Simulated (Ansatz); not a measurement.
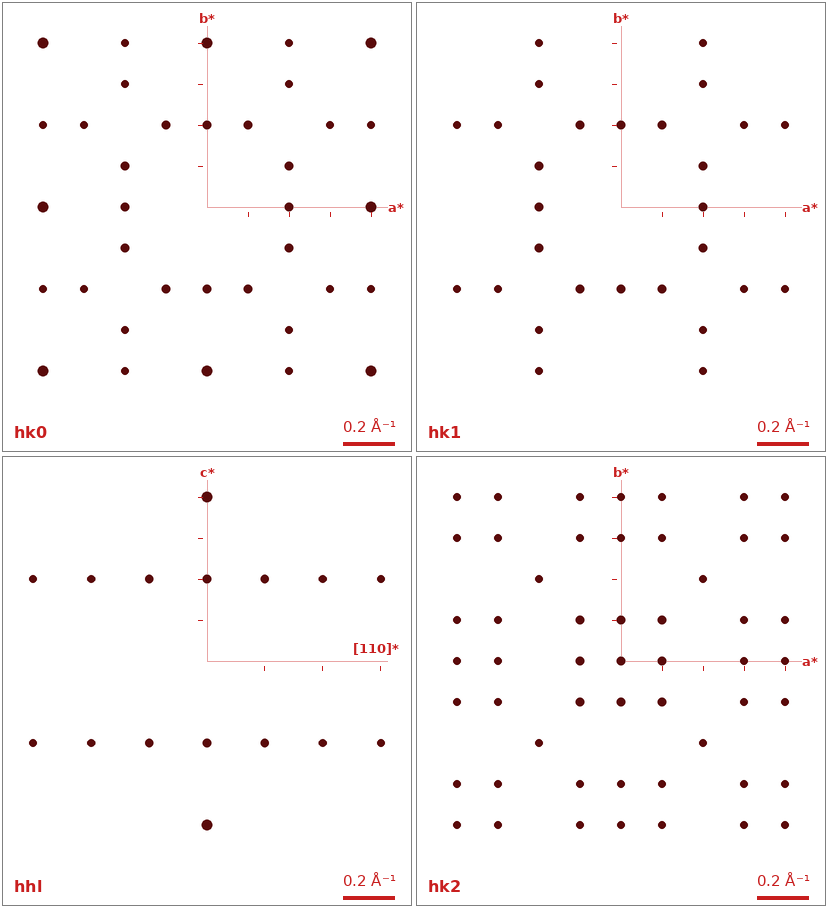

Four undistorted layers of reciprocal space, calculated for a single crystal (neutrons, kinematic |F|², B = 0.5 Å²). Tick marks count the reciprocal lattice steps of the conventional cell along each axis.

The compound is Sn. Structure: the input geometry of an electronic-structure calculation (not necessarily at equilibrium); the starting structure was generated, so it need not be a known form of this composition.

Question: Read the reciprocal cell and give the direct cell.

Answer: a* = 0.162, b* = 0.162, c* = 0.162 Å⁻¹; the cell is cubic with a = 6.17 Å.

Question: Which reflection conditions do the layers show?

Answer: Reflections are present only under these conditions. hkl: no condition; hk0: no condition; hhl: l = 2n; h00: h = 2n. The lattice is primitive (P). Further gaps, such as 0 4 1, 4 0 1, 1 4 0, come from atoms on special positions, not from the group's general conditions. A few very weak reflections are below the display threshold.

Question: Which space groups fit?

Answer: The intensities have Laue symmetry m-3m (the hk0 layer shows 4mm, hk1 shows 4mm). With these conditions the candidates are P-43n (No. 218), Pm-3n (No. 223). Diffraction geometry alone does not choose among them; the structure has Pm-3n.
